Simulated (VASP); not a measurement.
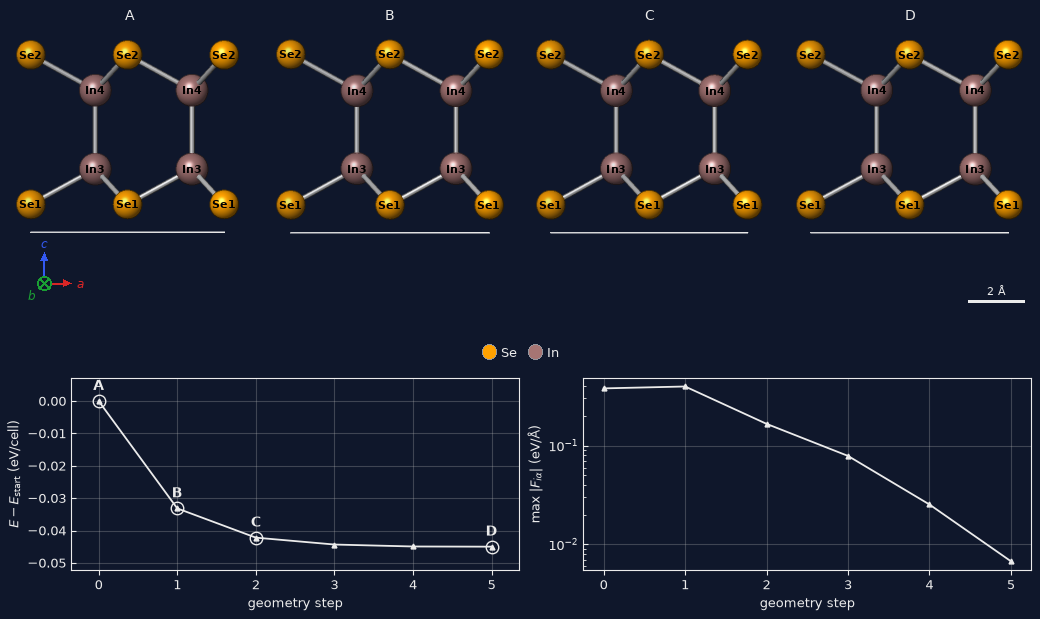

Frames of a relaxation of a slab of composition InSe, marked on the history of the run. A ball-and-stick model of the 2 × 2 repeat of the cell, outlined in the plane, without the vacuum, seen along the b axis.

The run lets cell and atoms move.

All numbers below come from Kohn-Sham DFT of a periodic cell, PBE, VASP PAW PBE potentials, recommended (VASP 6.6.1).

Input
```
PREC = Accurate
ENCUT = 600
EDIFF = 1E-6
ISMEAR = 0
SIGMA = 0.03
LREAL = F
LASPH = T
NELM = 80
ALGO = Normal
ISIF = 3
LWAVE = F
LCHARG = F
GGA = PE
IBRION = 2
NSW = 90
EDIFFG = -0.01
LATTICE_CONSTRAINTS = .TRUE. .TRUE. .FALSE.
KPAR = 2
```

Run as
```bash
cat potpaw_PBE.64/Se/POTCAR potpaw_PBE.64/In_d/POTCAR > POTCAR
mpirun -np 2 vasp_std > vasp.out
```

Describe the path.

The atom that moves furthest relative to the cell and the layer's centre is Se1 (0.011 Å along the normal (−c)). By element the largest moves are Se 0.011 Å, In 0.003 Å. In the plane the drawn cell goes a 8.000 → 8.168 Å (+2.1 %), b 8.000 → 8.168 Å (+2.1 %). Some distances before and after: Se1–In3 2.634 → 2.681 Å, Se2–In4 2.636 → 2.681 Å, In3–In4 2.821 → 2.825 Å. After 5 geometry steps the energy has fallen by 45.0 meV per cell of the calculation. Largest force component: 0.38 eV/Å at the start, 0.0067 eV/Å at the end. From step 0 to 1: Se and In atoms move most (0.02 Å), energy −33.2 meV per cell of the calculation. From step 1 to 2: energy −9.0 meV per cell of the calculation. From step 2 to 5: energy −2.8 meV per cell of the calculation.
